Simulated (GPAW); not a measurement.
## AlN (P6_3mc): refractive index against wavelength

The refractive index of AlN (P6_3mc) along x below the direct gap (4.14 eV on the mesh) is read from one computed spectrum, n = √(Re ε). x, y and z are the Cartesian axes of the input cell.

The structure is hexagonal, space group P6_3mc (No. 186). Conventional cell: a = 3.113 Å, b = 3.113 Å, c = 4.981 Å, α = 90.00°, β = 90.00°, γ = 120.00°. Around Al on site b lie 4 N at 1.89 Å. N on site b is surrounded by 4 Al at 1.89 Å.

Method: GPAW 26.7.0, PBE, RPA, k-mesh 15×15×8, local fields up to 60 eV, Lorentzian half width 0.2 eV.

Launch of the response step: `OMP_NUM_THREADS=1 python df.py`. The run took 5.0 min, its band step included, on 1 thread of Arm Neoverse V1, with other jobs on the host.

| wavelength (nm) | photon energy E (eV) | n |
| --- | --- | --- |
| 1310 | 0.946 | 2.0802 |
| 1064 | 1.165 | 2.0855 |
| 850 | 1.459 | 2.0945 |
| 700 | 1.771 | 2.1068 |
| 633 | 1.959 | 2.1155 |
| 532 | 2.331 | 2.1365 |
| 450 | 2.755 | ? |

In the single-oscillator model n² − 1 = E₀E_d/(E₀² − E²), so 1/(n² − 1) = E₀/E_d − E²/(E₀E_d) is linear in E².

Working, on the rows shown:

| x = E² (eV²) | y = 1/(n² − 1) |
| --- | --- |
| 0.895757 | 0.30055 |
| 1.35784 | 0.298569 |
| 2.12762 | 0.295253 |
| 3.13716 | 0.290816 |
| 3.83641 | 0.287742 |
| 5.43137 | 0.280534 |

Means: x̄ = 2.7977, ȳ = 0.29224. Σ(x − x̄)(y − ȳ) = -0.06292, Σ(x − x̄)² = 14.27. Slope = -0.06292 / 14.27 = -0.004409; intercept = ȳ − slope · x̄ = 0.30458. Turned back into n, the line misses the rows shown by at most 0.00029.

Question: Predict the last column of the withheld row from the fit.

Answer: At x = 7.5912 the line gives y = 0.27111, that is 2.1653. The run gave 2.1671, so the extrapolation is off by 0.0018, 2 % of the range in the table.

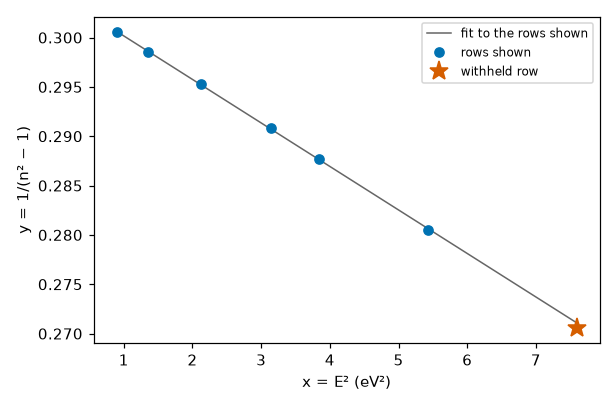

Refitted with all rows, the slope is -0.004478 and the intercept 0.30474. These give E₀ = √(intercept/−slope) = 8.25 eV and E_d = E₀/intercept = 27.1 eV; E₀ is 2.0 times the direct gap. The electronic limit at long wavelengths, without lattice vibrations, is n = √(1 + 1/intercept) = 2.069. The cell comes from an older database entry, whose edges can be off by a per cent or so. Excitons are left out; PBE gaps are as a rule too small. The values come from a sum over the points of one k-mesh and carry its error, which grows as the direct gap shrinks.
